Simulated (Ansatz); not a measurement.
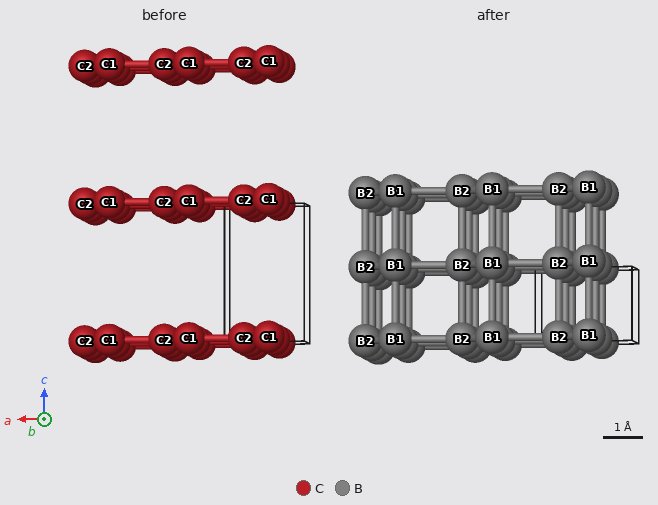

Left: solid C (set up in P6/mmm). Right: the same structure after one change, at the same scale. The picture is a ball-and-stick view of the cell of the calculation, repeated 3 × 3 × 2 with one cell outlined, seen from a free direction.

Method: Ansatz 0.2.0, DFT PBE+D3(BJ), scalar-relativistic, plane waves, PAW. Settings: plane-wave cutoff 420 eV; occupations gaussian; smearing width 0.1 eV; no spin polarisation. The k-mesh is chosen for each cell (18×18×12, 18×18×22).

**What was changed?**

Every carbon atom is replaced by boron, which gives B. Cell and atoms are relaxed again (to zero pressure within 0.1 GPa, forces under 0.01 eV/Å).

**How do the computed properties respond?**

The volume per atom goes from 9.38 to 7.43 Å³. Both are metals. The volume changes by −20.8 %, with a = b 2.465 → 2.993 Å (+21.4 %), c 3.567 → 1.916 Å (−46.3 %). The space group stays P6/mmm (No. 191).
